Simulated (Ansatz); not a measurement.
Geometry relaxation, with input and output: Ge4Si (part 2 of 2)

Continued. System: Ge4Si (slab, 5 atoms in the cell). Method: DFT PBE, scalar-relativistic, plane waves, PAW, PAW set soft_1, no spin polarisation (Ansatz 0.2.0); cutoff 420 eV, 9×9×1 k-mesh, Gaussian smearing of 0.1 eV. The structure derives from an entry of the Crystallography Open Database. The input holds or restrains some coordinates. Forces given for the steps count only the free coordinates.

Geometry of the input (Å; fractional positions):
```
4.0741  0.0000  0.0000
-2.0370  3.5282  0.0000
0.0000  0.0000  19.7403
Ge 0.3333  0.6667  0.2026
Ge 0.0000  0.0000  0.2448
Ge 0.0000  0.0000  0.3792
Ge 0.6667  0.3333  0.4174
Si 1.1111  0.4444  0.5153
```

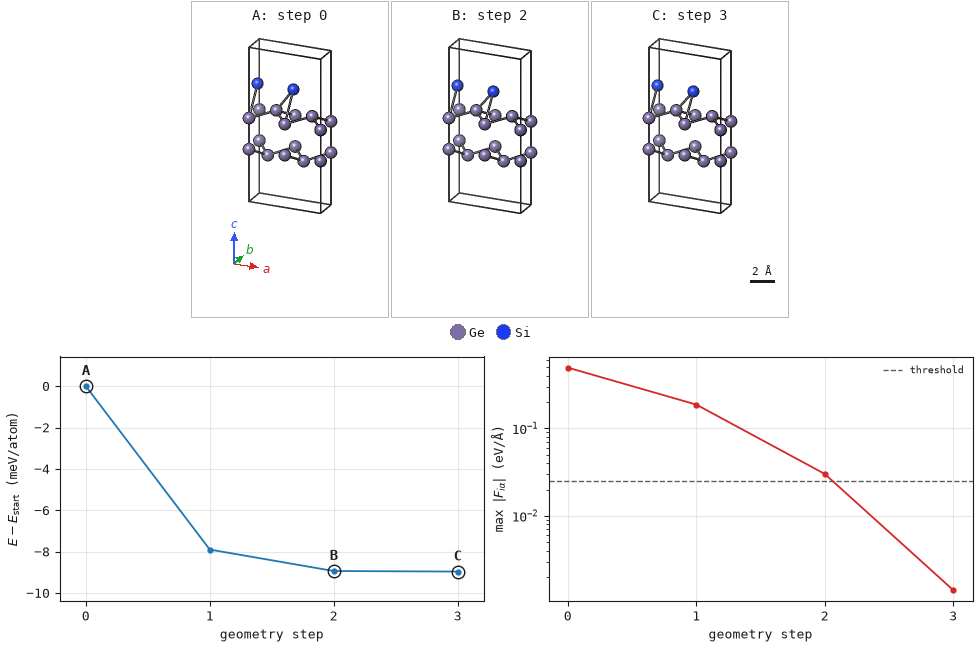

Frames of the restrained relaxation (ball-and-stick view of the 2 × 1 repeat of the cell, with the vacuum cut short, seen slightly off an axis) above the curves, on which the letters mark them (the first geometry is step 0 here and step 1 in the log).

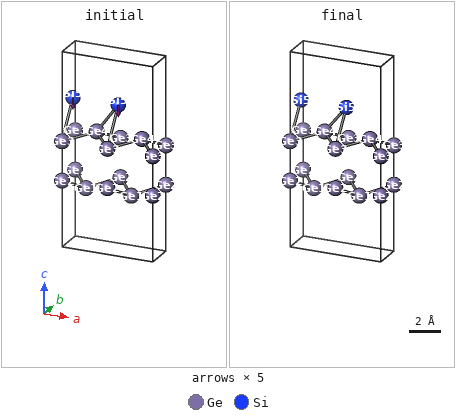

Before (left) and after (right) the restrained relaxation, at one scale (ball-and-stick view of the 2 × 1 repeat of the cell, with the vacuum cut short, seen slightly off an axis). The pink arrows give the displacements, magnified 5 times. Si5 moves most: 0.17 Å. Ge stays in place. The cell stays as it was. Among the contacts that change: Ge3–Si5 3.143 → 2.999 Å, Ge4–Si5 2.528 → 2.402 Å. Among the angles that change: Ge3–Si5–Ge4 50.2° → 53.0°, Ge3–Ge4–Si5 145.5° → 147.8°. The energy falls by 9.0 meV per atom in 3 geometry steps. The largest force component goes from 0.5 to 0.0014 eV/Å. (Atoms are counted from 1 in the order of the input.)

```
SCF converged after 4 iterations
Free energy (F): -17812.427036 eV
Harris-Foulkes:  -17812.427036 eV  (|F-HF|=6.82e-9)
Internal energy: -17812.414875 eV  (E = F + TS)
E sigma→0 (E₀):  -17812.420955 eV
Entropy (-TS):   -0.012161 eV (-2.432 meV/atom)
Fermi energy:    0.325634 eV
Dipole field:    D = 0.010898 V/Å  (p = 0.017089 e·Å, saw-weighted, corrected)
Work function:   Φ+ = 4.4876 eV   Φ− = 4.7028 eV
Levels:          The Fermi level and band energies are counted from a zero that moves with the ramp; work functions are not
--- Per-component energies (eV) ---
  E_band       = -1056.380314
  E_kinetic    = 402.905546
  E_local      = -40682.190000  (includes V_loc(G=0)·N_el)
  E_nonlocal   = 887.460154
  E_hartree    = 19895.448192
  E_xc         = -339.471502
  E_vxc        = -302.679119  (∫ρ·V_xc dr)
  E_paw        = -8556.340460  (= ΣΔE_a)
  E_vpaw       = -1153.247457  (= ΣTr[D̂ρ^β])
  E_aug_tail   = 0.000119  (compensation charges beyond the density's cutoff)
  E_efield     = 0.000093  (sawtooth field / dipole correction)
  E_vefield    = 0.450525  (∫n·V_field dr)
  E_ewald      = 10579.772983
  E_smearing   = -0.012161  (= −TS)
  E_closure    = 0.000000  (closes the sum)
  Σ components = -17812.427036   (vs F -17812.427036, Δ=0.00e0)
--- Forces (eV/Å), atoms counted from 1 ---
  atom   1  Ge    -0.04701262    -0.04218813     0.29423315
  atom   2  Ge     0.00490567     0.13476330    -0.26700256
  atom   3  Ge     0.25236820    -0.12893296    -0.78093535
  atom   4  Ge    -0.54031787     0.09680671     0.75230668
  atom   5  Si     0.33004163    -0.06045913     0.00141524
  max |Σ_I F_I| component: 1.72e-5 eV/Å
--- Band table (eV; the first three rows and the last of 41) ---
  k-point 0: bands = ["-24.5678", "-24.5562", "-24.5174", "-24.5117", "-24.5051", "-24.2941", "-24.2805", "-24.2722", "-24.2571", "-24.2371", "-23.9531", "-23.9505", "-23.9210", "-23.8962", "-23.8918", "-23.7752", "-23.7050", "-23.7000", "-23.6738", "-23.6709", "-11.9175", "-10.4879", "-7.2811", "-4.3187", "-2.0293", "-1.1747", "-0.9349", "0.0290", "0.1936", "0.2706", "1.1976", "1.3277", "1.8472", "2.2685", "2.7067", "3.6883"]
  k-point 1: bands = ["-24.5706", "-24.5586", "-24.5187", "-24.5078", "-24.5011", "-24.3015", "-24.2818", "-24.2666", "-24.2569", "-24.2343", "-23.9551", "-23.9515", "-23.9231", "-23.8927", "-23.8866", "-23.7729", "-23.7122", "-23.7072", "-23.6704", "-23.6649", "-11.7889", "-10.3598", "-7.2211", "-4.3756", "-2.6881", "-1.6778", "-1.4591", "-0.5689", "-0.0402", "0.4087", "1.1713", "1.7705", "2.2445", "2.4195", "3.0803", "3.7956"]
  k-point 2: bands = ["-24.5758", "-24.5617", "-24.5215", "-24.5008", "-24.4951", "-24.3091", "-24.2875", "-24.2591", "-24.2544", "-24.2301", "-23.9574", "-23.9529", "-23.9270", "-23.8861", "-23.8775", "-23.7656", "-23.7248", "-23.7197", "-23.6682", "-23.6543", "-11.4107", "-9.9843", "-7.1245", "-4.7740", "-4.0493", "-2.4819", "-2.0165", "-0.8090", "-0.5257", "-0.0048", "0.7173", "1.6432", "2.3606", "2.6132", "3.6956", "4.5867"]
  k-point 40: bands = ["-24.5865", "-24.5588", "-24.5306", "-24.4961", "-24.4842", "-24.3154", "-24.2779", "-24.2655", "-24.2463", "-24.2276", "-23.9587", "-23.9531", "-23.9332", "-23.8806", "-23.8653", "-23.7443", "-23.7390", "-23.7324", "-23.6845", "-23.6374", "-10.3493", "-8.9573", "-7.3281", "-6.5764", "-5.7412", "-2.9703", "-2.3576", "-1.9947", "-1.4474", "-0.0454", "0.6423", "1.5433", "2.4104", "3.1041", "3.6487", "4.4282"]
--- Relaxed structure (4 steps of the walk, 4 accepted, 0 SCFs on fresh bases) ---
  F+E_penalty+E_count = -17812.42703552 eV   max|allowed force component| = 1.415e-3 eV/Å
  atoms:
    - { symbol: Ge, position: [0.3333333333, 0.6666666667000001, 0.20263095439999998] }
    - { symbol: Ge, position: [0.0, 0.0, 0.24475858] }
    - { symbol: Ge, position: [0.0, 0.0, 0.3792011874] }
    - { symbol: Ge, position: [0.6666666667000001, 0.33333333330000003, 0.4174360061] }
    - { symbol: Si, position: [1.1111111111, 0.4444444444000001, 0.5066813000323241] }
```

Trajectory as extended XYZ (Å, eV, eV/Å), 4 frames, from step=1 to step=4
```
5
Lattice="4.0741 0.0000 0.0000 -2.0370 3.5282 0.0000 0.0000 0.0000 19.7403" Properties=species:S:1:pos:R:3:forces:R:3 step=1 energy=-17812.38223
Ge    0.0000    2.3522    4.0000   -0.0447  -0.0107   0.3293
Ge    0.0000    0.0000    4.8316    0.0262   0.1060  -0.2487
Ge    0.0000    0.0000    7.4856    0.0848  -0.1320  -0.7049
Ge    2.0370    1.1761    8.2403   -0.0703   0.2292   1.1209
Si    3.6214    1.5681   10.1713    0.0040  -0.1925  -0.4958
5
Lattice="4.0741 0.0000 0.0000 -2.0370 3.5282 0.0000 0.0000 0.0000 19.7403" Properties=species:S:1:pos:R:3:forces:R:3 step=2 energy=-17812.42172
Ge    0.0000    2.3522    4.0000   -0.0454  -0.0321   0.3067
Ge    0.0000    0.0000    4.8316    0.0112   0.1265  -0.2624
Ge    0.0000    0.0000    7.4856    0.1910  -0.1271  -0.7583
Ge    2.0370    1.1761    8.2403   -0.3545   0.1499   0.9011
Si    3.6214    1.5681   10.0585    0.1978  -0.1172  -0.1873
5
Lattice="4.0741 0.0000 0.0000 -2.0370 3.5282 0.0000 0.0000 0.0000 19.7403" Properties=species:S:1:pos:R:3:forces:R:3 step=3 energy=-17812.42691
Ge    0.0000    2.3522    4.0000   -0.0472  -0.0436   0.2923
Ge    0.0000    0.0000    4.8316    0.0040   0.1357  -0.2674
Ge    0.0000    0.0000    7.4856    0.2619  -0.1288  -0.7832
Ge    2.0370    1.1761    8.2403   -0.5704   0.0877   0.7280
Si    3.6214    1.5681    9.9938    0.3518  -0.0511   0.0302
5
Lattice="4.0741 0.0000 0.0000 -2.0370 3.5282 0.0000 0.0000 0.0000 19.7403" Properties=species:S:1:pos:R:3:forces:R:3 step=4 energy=-17812.42704
Ge    0.0000    2.3522    4.0000   -0.0470  -0.0422   0.2942
Ge    0.0000    0.0000    4.8316    0.0049   0.1348  -0.2670
Ge    0.0000    0.0000    7.4856    0.2524  -0.1289  -0.7809
Ge    2.0370    1.1761    8.2403   -0.5403   0.0968   0.7523
Si    3.6214    1.5681   10.0021    0.3300  -0.0605   0.0014
```

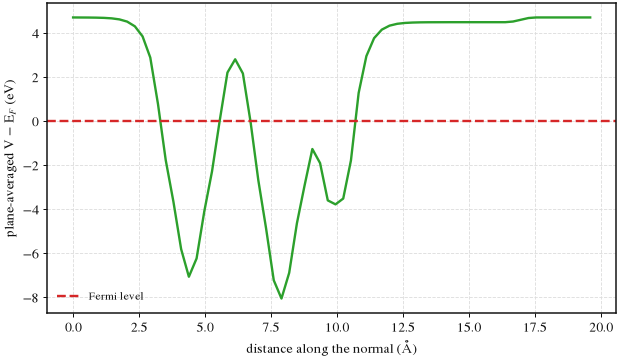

Plane average of the electrostatic potential energy of an electron across the cell, from the Fermi level. The vacuum level lies 4.49 eV above the Fermi level on the upper side and 4.70 eV on the lower.

Summary

- outcome: converged under the restraints of the input
- electrons treated: 60
- free energy: −17812.4270 eV
- work function, top face: 4.49 eV
- work function, bottom face: 4.70 eV
- Fermi energy: 0.326 eV
- gap on the k-point mesh: none (metallic)
- final volume: 283.75 Å³
- work function (upper face): 4.49 eV
- largest force (length of the vector) at the end, held atoms and coordinates included: 0.931 eV/Å
- hardware: 2 threads of Arm Neoverse N1, 98 GiB of memory available, shared host
- wall time: 2 min (CPU time 4.1 min)
- peak memory: 0.66 GiB
